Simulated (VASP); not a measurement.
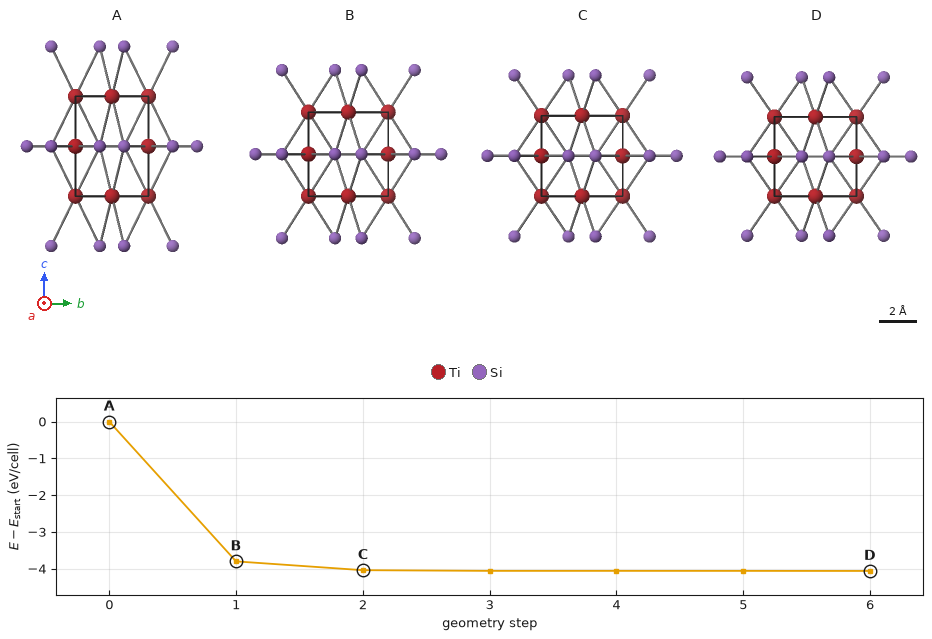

Frames of a relaxation of crystalline Ti2Si (a generated structure, set up in P6/mmm), marked on the history of the run. The picture is a ball-and-stick view of the cell of the calculation, seen along the a axis.

The run lets cell and atoms move.

All numbers below come from VASP, Kohn-Sham DFT of a periodic cell, PBE, VASP PAW PBE potentials, recommended.

Input
```
PREC = Normal
ENCUT = 520
EDIFF = 1E-4
ISMEAR = 0
SIGMA = 0.15
LREAL = False
LASPH = True
NELM = 60
ALGO = Fast
ISIF = 3
LWAVE = False
LCHARG = False
GGA = PE
IBRION = 2
NSW = 24
EDIFFG = -0.08
```

Run as
```bash
cat potpaw_PBE.64/Ti_sv/POTCAR potpaw_PBE.64/Si/POTCAR > POTCAR
mpirun -np 1 vasp_std > vasp.out
```

Describe the path.

The energy falls by 4.059 eV per cell of the calculation in 6 geometry steps. All forces vanish by symmetry, so only the cell relaxes. Pressure: 1.71 GPa at the start and 0.01 GPa at the end. No atom moves by more than 0.005 Å relative to the cell. The drawn cell changes as follows: a = b 4.599 → 5.168 Å (+12.4 %), c 5.447 → 4.326 Å (−20.6 %); the volume changes by +0.3 %. Among the contacts that change: Si–Ti 3.030 → 2.628 Å, Si–Ti 2.655 → 2.984 Å, Si–Si 2.655 → 2.984 Å, Ti–Ti 2.299 → 2.584 Å. The space group stays P6/mmm (No. 191). It ran on 1 thread of Intel(R) Xeon(R) Platinum 8488C (Sapphire Rapids), with other jobs on the host. From step 0 to 1: volume +0.4 %, energy −3.799 eV per cell of the calculation. From step 1 to 2: volume −0.5 %, energy −0.239 eV per cell of the calculation. From step 2 to 6: volume +0.5 %, energy −20.7 meV per cell of the calculation.
